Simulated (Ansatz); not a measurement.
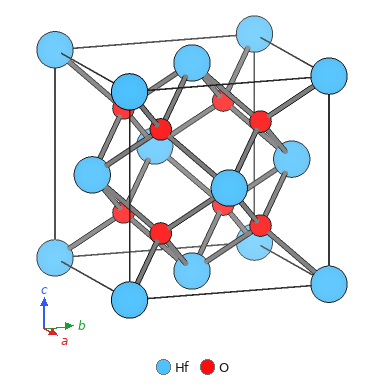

System: HfO₂, space group Fm-3m (No. 225). The picture shows the conventional cell.

Input file:
```
crystal:
  lattice:
    - [0.0, 2.5113102951, 2.5113102951]
    - [2.5113102951, 0.0, 2.5113102951]
    - [2.5113102951, 2.5113102951, 0.0]
  atoms:
    - { symbol: Hf, position: [0.0, 0.0, 0.0] }
    - { symbol: O, position: [0.25, 0.25, 0.25] }
    - { symbol: O, position: [0.75, 0.75, 0.75] }
basis:
  ecutwfc: 420
kpoints:
  mp_grid: { grid: [8, 8, 8] }
hamiltonian:
  xc: pbe
scf:
  occupations: { method: fixed }
output:
  eigenvalues: true
phonons:
  method: dfpt
  dielectric: true
  rigid_motions: translations
  eigenvectors: true
```

Command:
```bash
ansatz run input.yaml --threads 1 --pin off --max-ram 3072MiB --backend cpu --events-out ev --progress --plain --runs-dir out
```

How it was computed, with Ansatz 0.2.0: infrared-active and silent optical phonons at the zone centre of an insulator with atoms at rest in the given cell, intensity summed over the level, zero macroscopic field, imaginary frequencies are negative, field response on a mesh refined by the program; PAW. Level: PBE, no spin polarisation.

```
    setting   value
wave cutoff  420 eV
     k mesh   8×8×8
occupations   fixed
   pressure  12 GPa
```

Predict the infrared spectrum of the zone-centre phonons.

The strongest infrared line is at 260.8 cm⁻¹, the only infrared-active level.

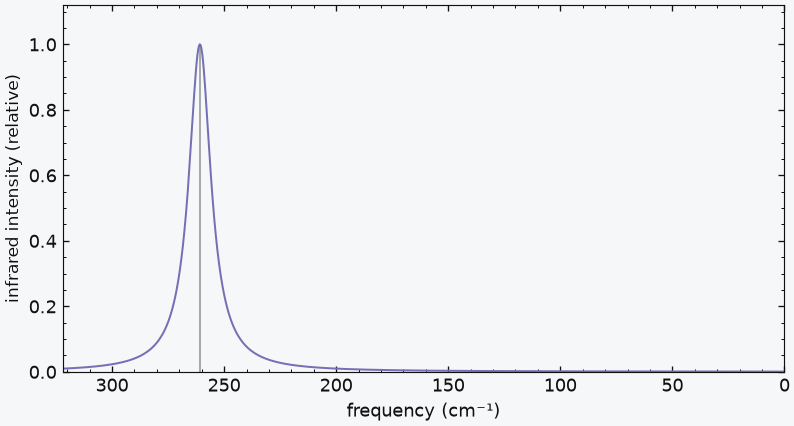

Lines are broadened by Lorentzians of 12 cm⁻¹ full width; the spectrum is scaled to its strongest line. These are zero-field (TO) frequencies; inactive modes don't show.
